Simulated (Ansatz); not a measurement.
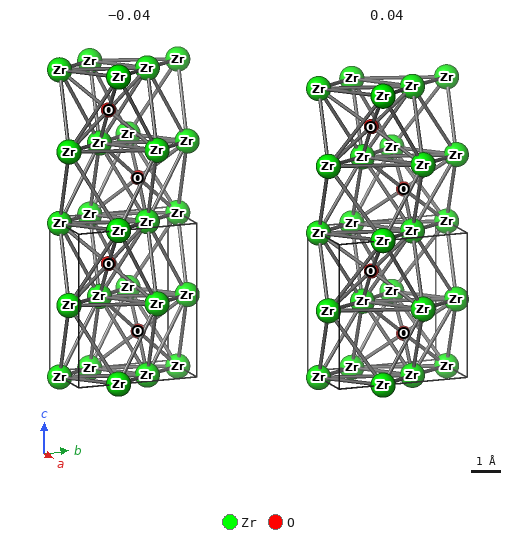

Solid Zr₃O (set up in P6_322), under biaxial strain in the a–b plane (c and atoms relaxed), with energies (extrapolated to zero smearing) counted from the relaxed crystal, which is the row at zero. The picture shows the first and the last member. The picture is a ball-and-stick view of the cell of the calculation, repeated 1 × 1 × 2 with one cell outlined, seen slightly off an axis.

Computed with Ansatz 0.2.0: DFT r2SCAN, scalar-relativistic, plane waves, PAW. Set-up: plane-wave cutoff 500 eV; k-point mesh 6 × 6 × 8; occupations gaussian; smearing width 0.1 eV; no spin polarisation; force threshold 0.008 eV/Å.

| strain | energy (meV/atom) | a (Å) | c (Å) |
| --- | --- | --- | --- |
| −0.04 | 47.73 | 5.425 | 5.382 |
| −0.02 | 11.93 | 5.538 | 5.280 |
| 0.0 | 0.00 | 5.651 | 5.195 |
| 0.02 | ? | ? | ? |
| 0.04 | 44.83 | 5.877 | 5.064 |

### One row is withheld. What does the calculation give there?

A parabola through three neighbouring rows (−0.02, 0.0, 0.04) gives, with Lagrange weights, (−0.3333)(11.93) + (1.0000)(0.00) + (0.3333)(44.83) = 10.97 meV/atom. The calculation gives 11.42 meV/atom (a = 5.764 Å, c = 5.124 Å). The estimate is 0.45 meV/atom too low. From the first member to the last: Zr–Zr 3.170 → 3.495 Å, Zr–Zr 3.113 → 3.343 Å, Zr–Zr 3.218 → 3.131 Å.

The whole series:

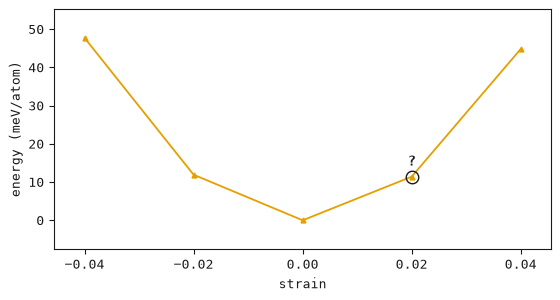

Each member starts from this one structure; whether another phase lies lower wasn't checked.
